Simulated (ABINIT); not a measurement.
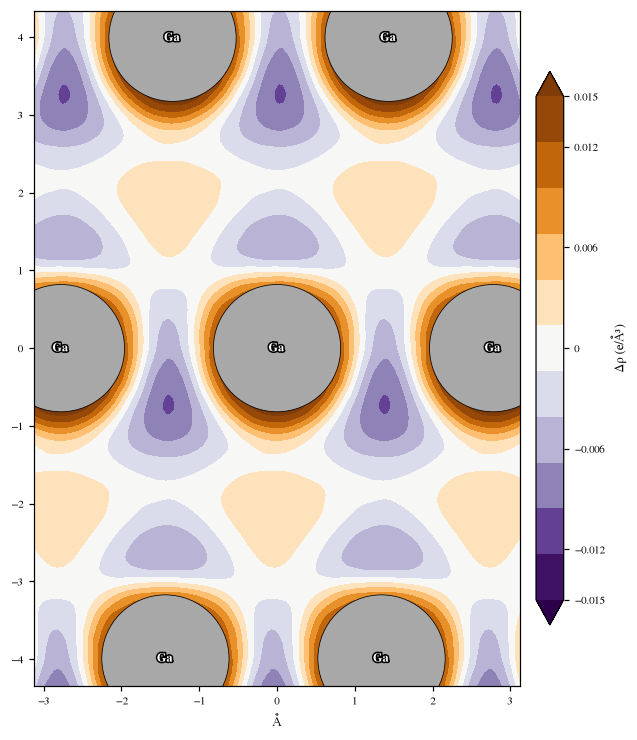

Ga. Difference of the valence pseudo-densities of two functionals at the same geometry, on the (010) plane of the calculation cell: one of LDA and r2SCAN less the other.

Space group P2₁/m; a structure from a database of computed crystals, not necessarily the ambient phase.

Both computed with ABINIT (plane waves, PAW), on the same k-point mesh. Grey discs cover the atomic cores.

Question: Which was subtracted from which, and what does the map show?

Answer: It is LDA less r2SCAN. Against r2SCAN, LDA gives more density around Ga (+0.008 e/Å³ on average at 1.0 Å from the nucleus) and a change of −0.006 e/Å³ at the midpoint of Ga–Ga.
